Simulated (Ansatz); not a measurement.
## Rb in space group Cmcm: the states at the Fermi level

```
Rb
1.0
     2.53818   -4.44472    0.00000
     2.53818    4.44472    0.00000
     0.00000    0.00000    8.44800
Rb
2
Direct
  0.83971 0.16029 0.25000
  0.16029 0.83971 0.75000
```

Theory: DFT PBE, scalar-relativistic, plane waves, PAW; levels and slopes on a dense k mesh at the converged density in Ansatz 0.2.0. No spin polarisation. k mesh for the levels: 22×22×12. The geometry was not relaxed. The cell comes from a database of computed structures, not from a measurement.

Part 1: The sheets

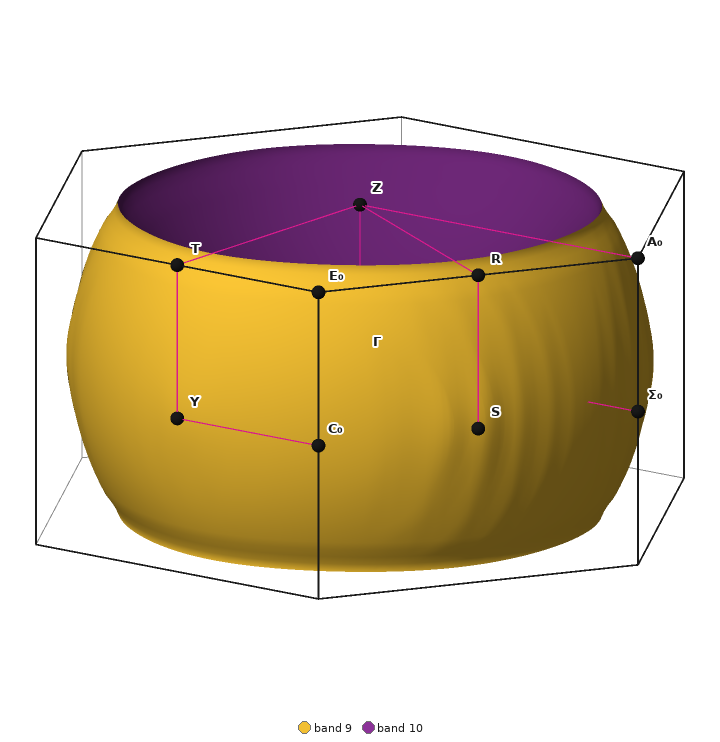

Fermi surface of this crystal. Each colour is one band. The brighter face of a sheet looks towards empty states.

> What does each sheet look like, and where are the electron and hole pockets?

Two bands cross the Fermi level; this is a three-dimensional metal.

Band 9: one open electron tube parallel to Γ–Z.
Band 10: one electron pocket centred at Z (26 % of the zone).
A pocket cut by a face of the zone is counted once with the part on the opposite face.
The shape of the surface of band 9 changes its kind within 0.06 eV of this level, so small parts may appear, vanish, join or separate.

> How large are the density of states and the plasma frequency?

The density of states at the Fermi level is 1.9 states/eV per primitive cell. The intraband plasma frequencies along the cartesian axes x, y and z of the cell as given are 3.5, 3.5 and 3.4 eV.

Part 2: Speeds

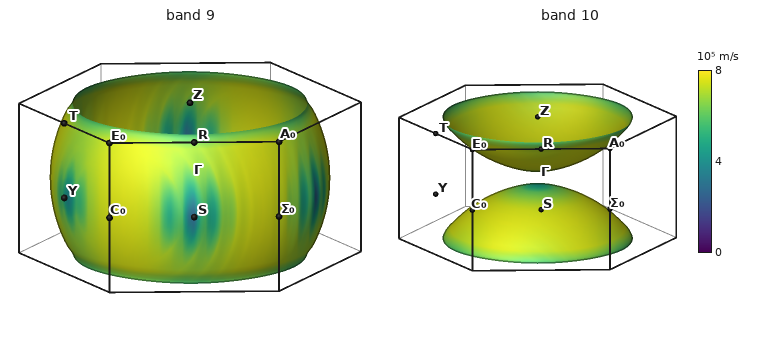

Fermi surface of this crystal, coloured by the Fermi speed.

> How fast are the electrons on each sheet?

Band 9: 5.1 to 7.6 × 10⁵ m/s over most of the sheet, 6.8 × 10⁵ m/s on average over states. Band 10: 6.0 to 7.6 × 10⁵ m/s over most of the sheet, 7.1 × 10⁵ m/s on average over states.

Part 3: Cuts and bands

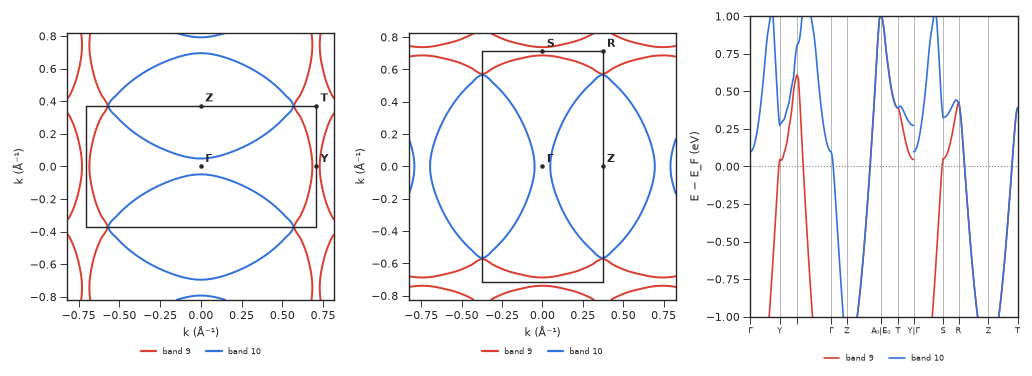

This crystal: cuts through the Fermi surface in the plane through Γ, Y and T and the plane through Γ, Z and S, and the bands that cross the Fermi level.

> For each band, read its level at the labelled points (eV from the Fermi level).

| band | Γ | Y | T | Z | S | R |
| --- | --- | --- | --- | --- | --- | --- |
| band 9 | below | +0.05 | +0.39 | below | +0.05 | +0.43 |
| band 10 | +0.10 | +0.27 | +0.39 | below | +0.33 | +0.43 |

Negative values are filled states; "above" and "below" lie outside the plotted window.

Spin-orbit coupling is left out; with Rb it can split, shift or remove sheets. Necks and pockets thinner than about two mesh steps aren't resolved, so separate pockets may in truth be joined.

The run (self-consistency and the dense mesh) took 82 s on 1 thread of Arm Neoverse V2 (shared host), peak memory 1.5 GiB.
